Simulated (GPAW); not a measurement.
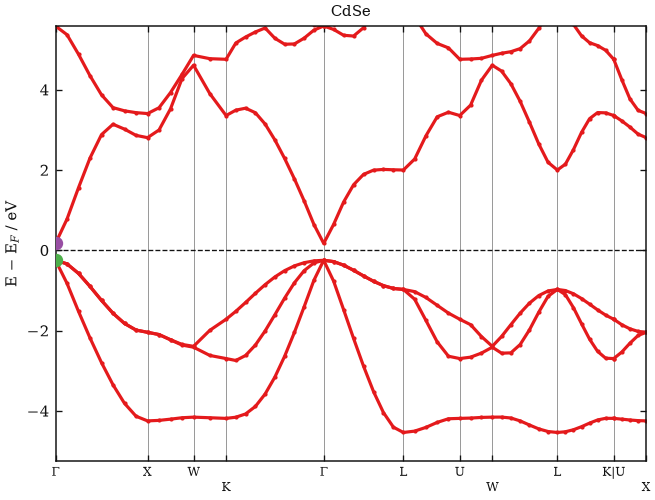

Band structure of zincblende CdSe, space group F-43m (No. 216), 2 atoms in the primitive cell (cubic a = 6.141 Å). Computed with GPAW 26.7.0: PBEsol, PAW data sets generated in the run's folder for this functional, no spin polarisation, no spin-orbit coupling, 8×8×8 k mesh, 600 eV cutoff. Energies are counted from the Fermi level. The path has few k points, so lines between them are rough.

A semiconductor. The gap along this path is 0.42 eV and direct: both edges lie at Γ. Three bands meet at the valence-band top at Γ: it is triply degenerate (spin aside). The top valence band spans 2.1 eV and the lowest conduction band 4.4 eV. The direct gaps are 7.00 eV at W, 4.85 eV at X and 5.07 eV at K.

Spin-orbit coupling is left out, which matters for Se. LDA, GGA and most meta-GGA functionals understate gaps. The usual form of CdSe is wurtzite, though both occur.
